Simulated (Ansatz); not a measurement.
## WSe2: geometry relaxation (part 1 of 2)

The run: geometry relaxation of WSe2 (P6₃/mmc, 6 atoms in the cell). Method and program: DFT, r2SCAN+rVV10, plane waves, PAW, no spin polarisation (Ansatz 0.2.0).

The structure derives from a Materials Project entry. The geometry comes from this level: PBEsol.

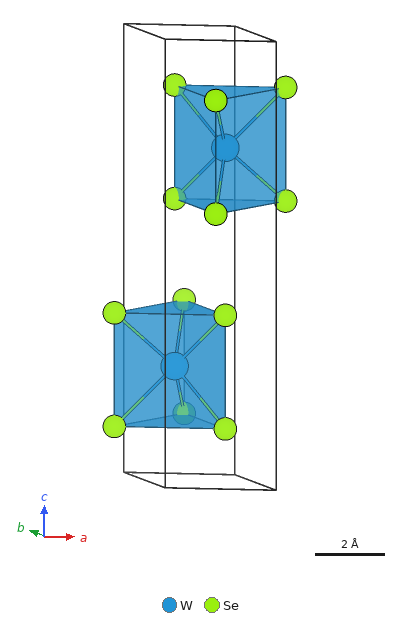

Figure 1. The starting structure (polyhedral view of the cell of the calculation, seen slightly off an axis; polyhedra are completed across the faces of the cell).

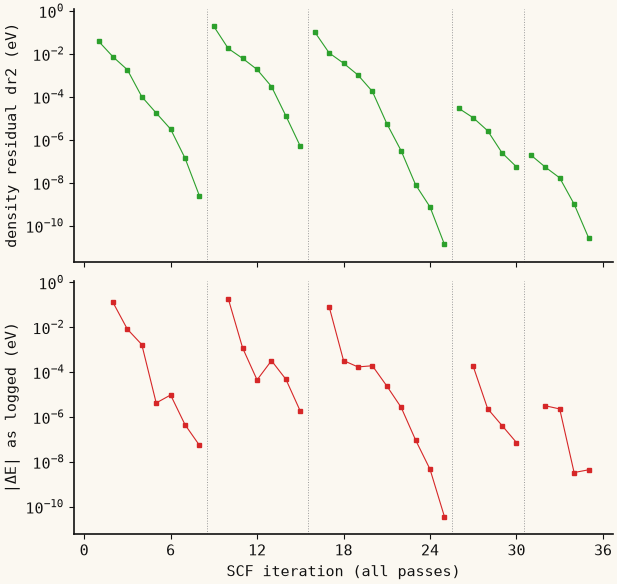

Figure 2. Convergence of the self-consistent field: density residual dr2 and size of the energy change against the SCF iteration. The dotted lines part the SCF passes of the relaxation: geometry steps, rejected trials and re-solves on a re-selected basis. The 5 passes take 5 to 10 iterations each, 35 in all.

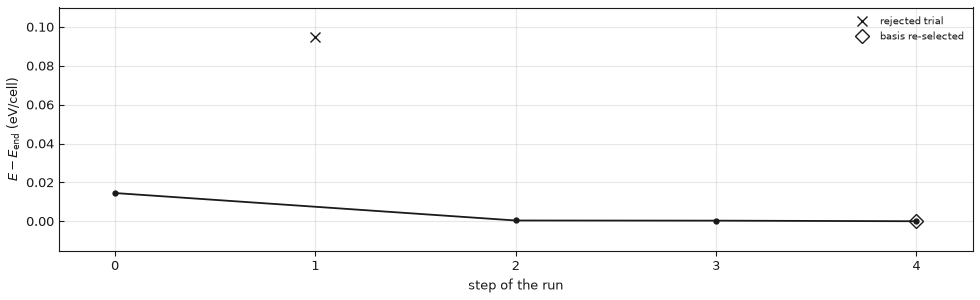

Figure 3. Progress of the relaxation, step by step (the first geometry is step 0 here and step 1 in the log).

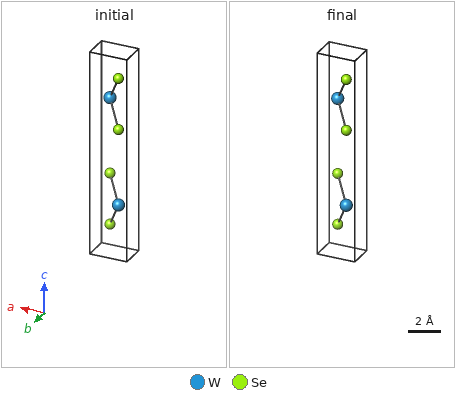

Figure 4. Before (left) and after (right) the relaxation, at one scale (ball-and-stick view of the cell of the calculation, seen at an oblique angle). No atom moves by more than 0.005 Å relative to the cell. Cell: a = b 3.271 → 3.300 Å (+0.9 %), c 13.226 → 13.153 Å (−0.6 %). Volume +1.2 %. Among the contacts that change: W1–Se3 2.524 → 2.530 Å. The space group stays P6_3/mmc (No. 194). The energy falls by 14.2 meV per cell of the calculation in 3 geometry steps. The largest force component goes from 0.036 to 0.0068 eV/Å. The pressure goes from 1.57 to 0.03 GPa. The line search rejected the trial step at point 1 (counted from 0) and went back. A last SCF at the same geometry on a re-selected plane-wave basis shifts the energy by −0.3 meV per cell of the calculation. (Atoms are counted from 1 in the order of the input.)

The input that produced these results follows, with the program's output.

### Input
```yaml
crystal:
  lattice:
    - [3.2710713658, 0.0, 0.0]
    - [-1.6355356829, 2.8328309004, 0.0]
    - [0.0, 0.0, 13.2257468505]
  atoms:
    - { symbol: W, position: [0.6666666667, 0.3333333333, 0.75] }
    - { symbol: W, position: [0.3333333333, 0.6666666667, 0.25] }
    - { symbol: Se, position: [0.3333333333, 0.6666666667, 0.8765890028] }
    - { symbol: Se, position: [0.6666666667, 0.3333333333, 0.3765890028] }
    - { symbol: Se, position: [0.3333333333, 0.6666666667, 0.6234109972] }
    - { symbol: Se, position: [0.6666666667, 0.3333333333, 0.1234109972] }
kpoints:
  mp_grid: { grid: [12, 12, 2] }
hamiltonian:
  xc: r2scan
  dispersion: rvv10
scf:
  occupations: { method: fermi_dirac, width: 0.03 }
relax:
  f_tol: 0.01
  cell: {}
  max_steps: 120
```

Launched with:
```bash
ansatz run input.yaml --threads 2 --pin off --max-ram 2211MiB --backend cpu --events-out ev --progress --plain --runs-dir out
```

### Output
```
Engine: ansatz 0.2.0, x86_64-unknown-linux-gnu
Pseudopotentials: kind: paw
Pseudopotential: W, paw, valence charge 14, recommended cutoff 500 eV (meta_gga), W.paw.azcp
Pseudopotential: Se, paw, valence charge 16, recommended cutoff 500 eV (meta_gga), Se.paw.azcp
Functional definition: r2SCAN+rVV10
  parameter k0 = 0.174
  parameter k1 = 0.065
  parameter a1 = 4.9479
  exchange = r2scan_x(k0 = k0, k1 = k1, a1 = a1)
  correlation = r2scan_c + rvv10(11.95, 0.0093)
Crystal: 6 atoms, lattice volume = 122.555 Å³
Basis set: ecut = 500 eV, 3067 PW (Γ), exchange–correlation on 108×108×432 points (64 copies of the dense FFT grid, shifted against one another)
Bands: 56, of which v1, the nominal top of the filled ones, is band 46 counted from 1 (45 counted from 0)
Symmetry: 24 space group operations
Space group: P63/mmc (ITA 194), of the structure as read, at distance tolerance 5.0e-5 Å
k-points: 38 of 288
Non-local potential: W, projectors of the file, l = 0: 3, l = 1: 2, l = 2: 2, l = 3: 1
Non-local potential: Se, projectors of the file, l = 0: 2, l = 1: 2, l = 2: 3, l = 3: 1
PAW form: soft (Blöchl's): semilocal exchange-correlation on the pseudo side does not see the compensation charge
rVV10 density: all electrons in the spheres
PAW frozen core: W, regenerated for the run's functional (the file was generated under x = pbe(κ = 0.804, μ = 0.2195149727645171), c = pbe(β = 0.06672455060314922))
PAW frozen core: Se, regenerated for the run's functional (the file was generated under x = pbe(κ = 0.804, μ = 0.2195149727645171), c = pbe(β = 0.06672455060314922))
PAW one-centre angular grid: W, 590 points (default); XC on 160 Gauss nodes
PAW one-centre angular grid: Se, 590 points (default); XC on 160 Gauss nodes
Initial density: superposition of atomic densities (neutral atoms: chi_scale 0, normalization atom), corrected by the library's trained network
Initial wavefunctions: pseudopotential atomic-orbital guess
Functional: x = r2scan, c = r2scan + rvv10(b = 11.95, C = 0.0093); τ floored in thin density (d = 2e-4 eV/Å³)
SCF iter   1: F=—  HF=-42699.850314 eV  |F-HF|=—  |Δ(HF+E_count)|=         —  Δρ=5.73e-3  dr2=3.93e-2  dr2_τ=8.70e-2  ethr=1.77e-3  ⟨swp⟩=6.3  Hψ=7628  notcnv=0  defer=4
preconditioner: auto → Resta (q_TF=auto, 2.601 Å⁻¹)  ε∞=5.4  [insulator: Δε(μ)=1.174 eV  Ē_g=9.546 eV  σ=0.030 eV  W_gap=1.00  n_scr=40 (ndim 8)  ℏωp=20.1 eV  f_vac=0.062  D(μ)=0.00/eV (n_scr^D=0)  ε∞_Penn≈5.4]
SCF iter   2: F=—  HF=-42699.979273 eV  |F-HF|=—  |Δ(HF+E_count)|=   1.29e-1  Δρ=3.74e-3  dr2=7.41e-3  dr2_τ=1.49e-3  ethr=4.27e-5  ⟨swp⟩=2.2  Hψ=4280  notcnv=0  defer=98
SCF iter   3: F=—  HF=-42699.987508 eV  |F-HF|=—  |Δ(HF+E_count)|=   8.24e-3  Δρ=1.61e-3  dr2=1.84e-3  dr2_τ=1.39e-4  ethr=8.05e-6  ⟨swp⟩=2.0  Hψ=2844  notcnv=0  defer=60
automatic band count: iteration 3 solves 55 bands in place of 56: the levels show a gap, and the empty bands left out lie too high to hold charge; the band table lists the bands solved (type scf.n_extra_bands for more)
SCF iter   4: F=—  HF=-42699.989205 eV  |F-HF|=—  |Δ(HF+E_count)|=   1.70e-3  Δρ=2.25e-4  dr2=1.03e-4  dr2_τ=5.62e-6  ethr=2.00e-6  ⟨swp⟩=2.0  Hψ=2974  notcnv=0  defer=60
SCF iter   5: F=—  HF=-42699.989200 eV  |F-HF|=—  |Δ(HF+E_count)|=   4.23e-6  Δρ=8.33e-5  dr2=1.79e-5  dr2_τ=1.19e-6  ethr=1.12e-7  ⟨swp⟩=2.1  Hψ=2691  notcnv=0  defer=60
SCF iter   6: F=—  HF=-42699.989191 eV  |F-HF|=—  |Δ(HF+E_count)|=   9.60e-6  Δρ=3.71e-5  dr2=3.19e-6  dr2_τ=7.59e-8  ethr=1.95e-8  ⟨swp⟩=2.0  Hψ=2545  notcnv=0  defer=60
SCF iter   7: F=—  HF=-42699.989191 eV  |F-HF|=—  |Δ(HF+E_count)|=   4.55e-7  Δρ=9.67e-6  dr2=1.42e-7  dr2_τ=5.00e-9  ethr=3.47e-9  ⟨swp⟩=2.0  Hψ=2714  notcnv=0  defer=60
SCF iter   8: F=-42699.989191 eV  HF=-42699.989191 eV  |F-HF|=3.17e-9  |Δ(HF+E_count)|=   5.48e-8  Δρ=1.53e-6  dr2=2.49e-9  dr2_τ=6.87e-11  ethr=1.09e-10  ⟨swp⟩=4.9  Hψ=6572  notcnv=0
SCF 1 converged in 8 iterations: F = -42699.989191 eV  dr2 = 2.49e-9
  greatest PAW one-centre occupation: 1.000 electrons in one spin orbital (limit 2), on the Se atom at site 4 (counted from 0), in its partial waves of l = 2
relax step   1: F+E_penalty+E_count = -42699.98919132 eV  Δ(F+E_penalty+E_count) = +0.000e0 eV  max|allowed force component| = 3.581e-2 eV/Å  Δτ_max = 0.0000 Å  P = +1.567 GPa  Ω = 122.555 Å³  (8 SCF iters, dr2 threshold 1.00e-7 eV, accepted)
Crystal: 6 atoms, lattice volume = 129.600 Å³
Basis set: ecut = 500 eV, 3277 PW (Γ), exchange–correlation on 108×108×432 points (64 copies of the dense FFT grid, shifted against one another)
rVV10 density: all electrons in the spheres
Initial density: handed on by an earlier stage of this run
Initial wavefunctions: those handed on with the density
iter 1 solved again at ethr=2.03e-4 eV; its pass at ethr=3.10e-3 eV (dr2=1.87e-1 eV) is discarded
SCF iter   1: F=—  HF=-42699.720902 eV  |F-HF|=—  |Δ(HF+E_count)|=         —  Δρ=5.69e-3  dr2=1.92e-1  dr2_τ=1.86e-1  ethr=2.03e-4  ⟨swp⟩=1.2  Hψ=9127  notcnv=0
automatic band count: iteration 1 solves 53 bands in place of 56: the levels show a gap, and the empty bands left out lie too high to hold charge; the band table lists the bands solved (type scf.n_extra_bands for more)
preconditioner: auto → Resta (q_TF=auto, 2.577 Å⁻¹)  ε∞=6.3  [insulator: Δε(μ)=1.040 eV  Ē_g=8.480 eV  σ=0.030 eV  W_gap=1.00  n_scr=40 (ndim 8)  ℏωp=19.6 eV  f_vac=0.096  D(μ)=0.00/eV (n_scr^D=0)  ε∞_Penn≈6.3]
SCF iter   2: F=—  HF=-42699.910398 eV  |F-HF|=—  |Δ(HF+E_count)|=   1.89e-1  Δρ=3.30e-3  dr2=1.80e-2  dr2_τ=4.31e-3  ethr=2.03e-4  ⟨swp⟩=2.5  Hψ=2986  notcnv=0
SCF iter   3: F=—  HF=-42699.909205 eV  |F-HF|=—  |Δ(HF+E_count)|=   1.19e-3  Δρ=1.56e-3  dr2=6.21e-3  dr2_τ=2.85e-4  ethr=1.96e-5  ⟨swp⟩=2.0  Hψ=2860  notcnv=0  defer=4
SCF iter   4: F=—  HF=-42699.909250 eV  |F-HF|=—  |Δ(HF+E_count)|=   4.51e-5  Δρ=7.47e-4  dr2=1.90e-3  dr2_τ=1.87e-5  ethr=6.75e-6  ⟨swp⟩=2.2  Hψ=3895  notcnv=0  defer=4
SCF iter   5: F=—  HF=-42699.908925 eV  |F-HF|=—  |Δ(HF+E_count)|=   3.25e-4  Δρ=2.66e-4  dr2=3.06e-4  dr2_τ=2.70e-6  ethr=2.07e-6  ⟨swp⟩=3.0  Hψ=3748  notcnv=0  defer=4
SCF iter   6: F=—  HF=-42699.908877 eV  |F-HF|=—  |Δ(HF+E_count)|=   4.81e-5  Δρ=6.51e-5  dr2=1.31e-5  dr2_τ=4.85e-7  ethr=3.33e-7  ⟨swp⟩=2.0  Hψ=2541  notcnv=0  defer=4
SCF iter   7: F=-42699.908879 eV  HF=-42699.908878 eV  |F-HF|=1.15e-7  |Δ(HF+E_count)|=   1.82e-6  Δρ=1.84e-5  dr2=5.08e-7  dr2_τ=7.91e-9  ethr=6.52e-10  ⟨swp⟩=3.9  Hψ=8580  notcnv=0
SCF 2 converged in 7 iterations: F = -42699.908879 eV  dr2 = 5.08e-7
  greatest PAW one-centre occupation: 1.000 electrons in one spin orbital (limit 2), on the Se atom at site 5 (counted from 0), in its partial waves of l = 2
relax step   2: F+E_penalty+E_count = -42699.90887854 eV  Δ(F+E_penalty+E_count) = +8.031e-2 eV  max|allowed force component| = 2.718e-1 eV/Å  Δτ_max = 0.0399 Å  P = -2.231 GPa  Ω = 129.600 Å³  energy of the carried Pulay correction = -1.351e-3 eV  (7 SCF iters, dr2 threshold 6.00e-7 eV, rejected (line search))
Crystal: 6 atoms, lattice volume = 123.928 Å³
Basis set: ecut = 500 eV, 3107 PW (Γ), exchange–correlation on 108×108×432 points (64 copies of the dense FFT grid, shifted against one another)
rVV10 density: all electrons in the spheres
iter 1 solved again at ethr=1.13e-4 eV; its pass at ethr=3.10e-3 eV (dr2=1.04e-1 eV) is discarded
```
